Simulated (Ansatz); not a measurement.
KF

Input

```
crystal:
  lattice:
    - [3.6599347868, 0.0188486642, 0.0]
    - [-1.8136439715, 3.1601721695, 0.0]
    - [0.0, 0.0, 6.478813495]
  atoms:
    - { symbol: K, position: [0.0, 0.0, 0.0] }
    - { symbol: K, position: [0.0, 0.0, 0.5] }
    - { symbol: F, position: [0.3353775229, 0.6666421838, 0.25] }
    - { symbol: F, position: [0.6646224771, 0.3333578162, 0.75] }
kpoints:
  mp_grid: { grid: [6, 6, 4] }
  band_path:
    path:
      - [0.0, 0.0, 0.0]
      - [0.5, 0.0, 0.0]
      - [0.3333333333, 0.3333333333, 0.0]
      - [0.0, 0.0, 0.5]
      - [0.5, 0.0, 0.5]
      - [0.3333333333, 0.3333333333, 0.5]
    npoints: 1
hamiltonian:
  xc: hse06
scf:
  occupations: { method: fixed }
  n_extra_bands: 5
output:
  forces: true
  stress: true
  eigenvalues: true
  write_density: true
  write_potential: true
  elf: true
  volumetric_format: npy
```

Launched as:

```sh
ansatz run input.yaml --threads 4 --pin off --max-ram 3686MiB --backend cpu --events-out ev --progress --plain --runs-dir out
```

Below, planes, directions and counts refer to the standardised cell (a = 3.68 Å, b = 6.31 Å, c = 6.48 Å, α = 90.00°, β = 90.00°, γ = 90.30°).

Space group P2₁/m; started from the NiAs prototype, which need not be the ambient phase; changed on purpose from its base cell (shear xy strain +1.0%).

Method: Ansatz 0.2.0, DFT, HSE06, plane waves, PAW.

Core electrons are frozen (PAW), and the valence fields are smoothed inside the atomic spheres.

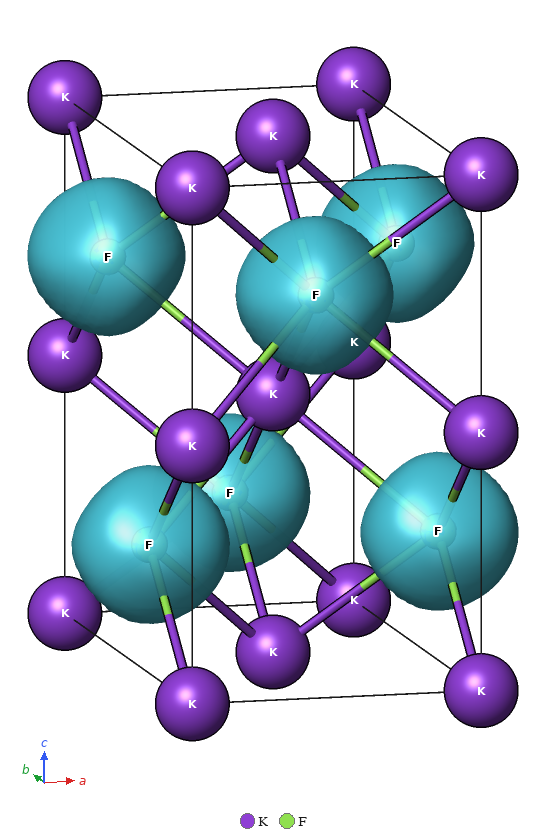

Figure 1. Isosurface of the ELF at 0.6 (cyan), seen slightly off an axis. Only the valence region is drawn (cores and ρ < 0.01 e/Å³ removed). Sticks mark near contacts.

> Where are the electrons localised?

The ELF exceeds this value in four regions wrapped around F (the valence shell of each), counted in one cell of 8 atoms. Regions shared between cells count once. Profiles from the grid: K–F (2.66 Å): the ELF is about 0.05 at the midpoint; a closed-shell, largely ionic contact.

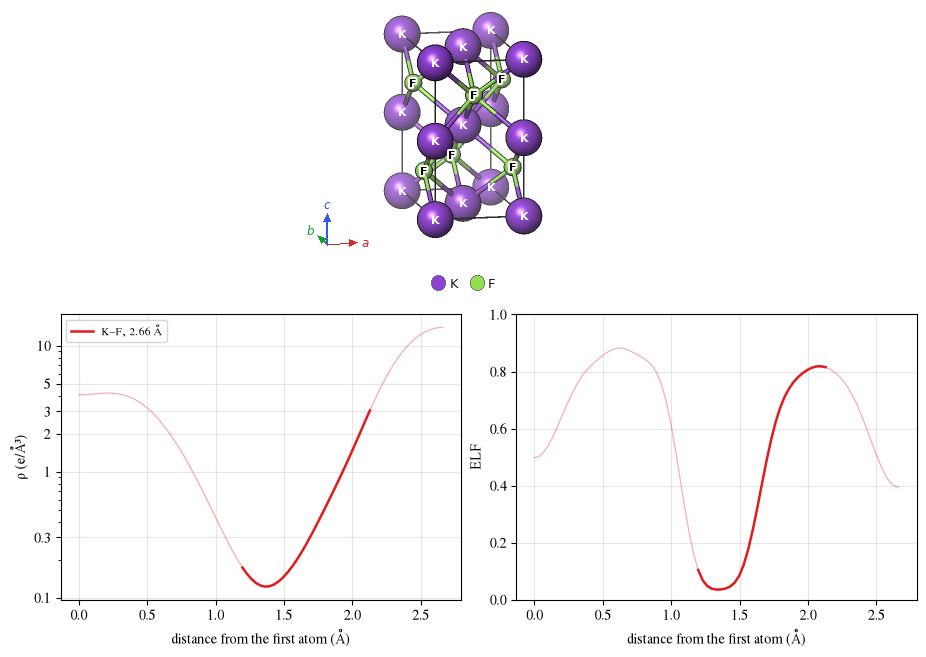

Figure 2. Valence pseudo-density and electron localisation function along straight lines between neighbouring atoms. Thin, pale parts lie inside the atomic spheres. The structure is drawn too.

> What can be read from the curves?

K–F (2.66 Å): ρ at the midpoint is about 0.12 e/Å³; the ELF is about 0.05 at the midpoint (an ionic contact with no shared pair).

> Metal or insulator at this level of theory?

It is gapped, with a Kohn–Sham gap of 8.2 eV on the k-point mesh (the band edges may lie off the mesh, which would make the gap smaller).
